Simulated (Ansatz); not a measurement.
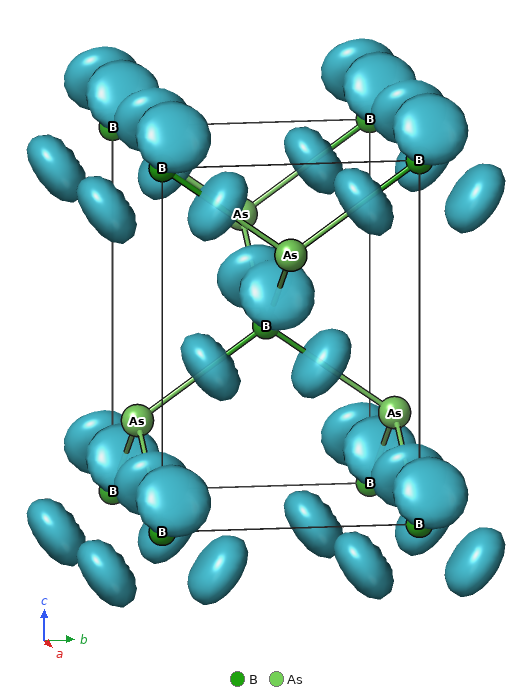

BAs. Isosurface of the electron localisation function at 0.8 (cyan), seen slightly off an axis. Core shells and regions of very low density are left out. Sticks mark near contacts.

Space group I-4m2; started from the zincblende prototype, which need not be the ambient phase; changed on purpose from its base cell (uniaxial x strain -0.5%).

All numbers below come from Ansatz 0.2.0, DFT, r2SCAN, plane waves, PAW.

Core electrons are frozen (PAW), and the valence fields are smoothed inside the atomic spheres.

```
CELL_PARAMETERS angstrom
0.00000 -2.39187 -2.39187
0.00000 2.39187 -2.39187
4.75982 0.00000 0.00000
ATOMIC_POSITIONS crystal
B 0.50000 0.50000 0.50000
B 0.00000 0.00000 0.00000
As 0.50000 0.00000 0.25000
As 0.00000 0.50000 0.75000
```

**Describe the localisation domains.**

The ELF exceeds this value in eight regions between bonded As–B atoms (shared pairs), counted in one cell of 4 atoms. Regions shared between cells count once. Along the contacts the grid gives the following. B–As (2.07 Å): the ELF peaks at about 0.90 between the atoms, as expected for a shared electron pair.

**Does the calculation give a band gap?**

It is gapped, with a Kohn–Sham gap of 1.3 eV on the k-point mesh (the band edges may lie off the mesh, which would make the gap smaller).
